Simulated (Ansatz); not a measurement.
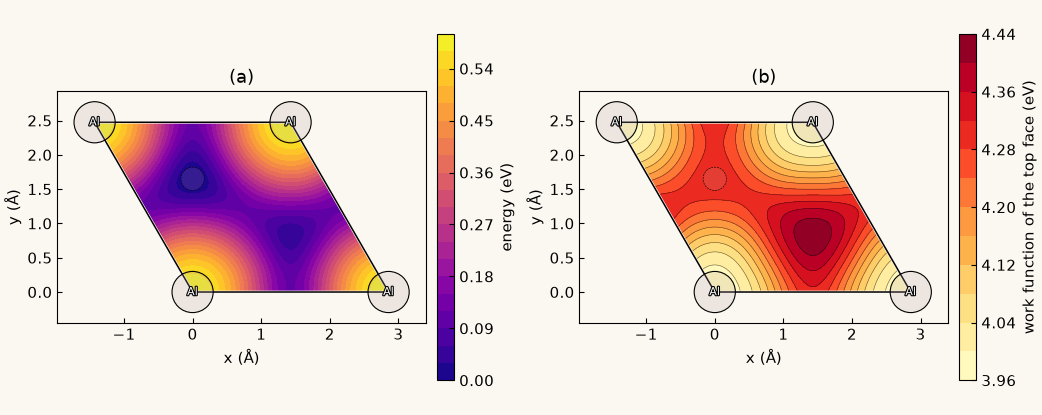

Al on an Al(111) slab cut from the Fm-3m phase, its upper half relaxed before the scan (12 atoms of substrate and one adsorbate in a 2 × 2 cell). 
- Al is moved over the surface cell; relaxed at each place: the height of the adsorbate's atoms; substrate rigid; the origin of the map has the adsorbate above Al9.
- Places are given modulo a cell vector. The map is drawn in real space over the plane of the surface.
- The grid has 6 × 6 points; 10 points were computed and 26 follow by symmetry.
- Places are given in fractions of the 1 × 1 surface cell.
- All energies are given in eV relative to the lowest grid point.
- These are results of DFT PBE, scalar-relativistic, plane waves, PAW in Ansatz, not measurements. Settings: cutoff 420 eV, k-mesh 6×6×1, gaussian smearing 0.1 eV, no spin polarisation.

Panel (a) is the energy; panel (b) is the computed work function of the top face, in eV.

Drawn: filled contours, labelled circles for the atoms of the top layer and small ones for the second layer, the outline of one cell of the plane. Between grid points the surface is interpolated.

Question: How does the work function of the top face vary over the map, and what is it at the lowest grid point?

Answer: It runs from 3.97 eV at the top site over a surface Al atom, (0/6, 0/6) of the cell vectors to 4.43 eV at a threefold hollow over a third-layer Al atom, (4/6, 2/6) of the cell vectors. At the lowest grid point, a threefold hollow over a second-layer Al atom, (2/6, 4/6) of the cell vectors, it is 4.31 eV.
